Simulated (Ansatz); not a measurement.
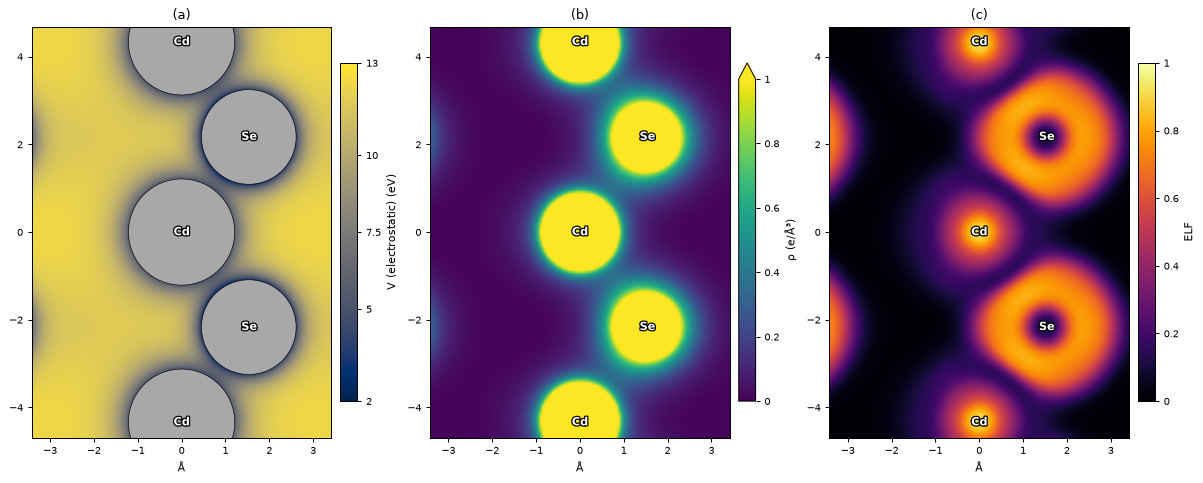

Figure. CdSe. (a) electrostatic potential (local pseudopotential plus Hartree) felt by an electron; (b) valence charge density (pseudo); (c) electron localisation function on the (101) plane of the conventional cell. Grey discs cover the atomic cores in the potential map.

Space group F-43m; a structure generated by program, which may or may not match a known phase; changed on purpose from its base cell (volume × 0.97).

All numbers below come from DFT PBE, scalar-relativistic, plane waves, PAW in Ansatz 0.2.0.

In a PAW calculation such maps are meaningful between the atoms, not at the nuclei.

```
Cd Se
1.0
     6.13423    0.00000    0.00000
     0.00000    0.00000   -6.13423
     0.00000    6.13423    0.00000
Cd Se
4 4
Direct
  0.50000 0.50000 0.00000
  0.00000 0.50000 0.50000
  0.00000 0.00000 0.00000
  0.50000 0.00000 0.50000
  0.25000 0.75000 0.25000
  0.75000 0.75000 0.75000
  0.75000 0.25000 0.25000
  0.25000 0.25000 0.75000
```

Question: Interpret the plot.

Answer:
- Atoms in the plane: Cd and Se.
- Cd–Se (2.66 Å): ρ is about 0.37 e/Å³ halfway; the ELF is about 0.40 at the midpoint.
- Between the atoms the lowest density in this plane is 0.008 e/Å³.
- The features right at Cd lie inside the PAW spheres, where the map follows smoothed inner orbitals and isn't to be read closely.
- Outside the cores the potential energy rises away from the atoms and is highest about 2.6 Å from the nearest atoms; its zero is arbitrary.

Question: Does the calculation give a band gap?

Answer: It is gapped, with a Kohn–Sham gap of 0.56 eV on the k-point mesh (the band edges may lie off the mesh, which would make the gap smaller).
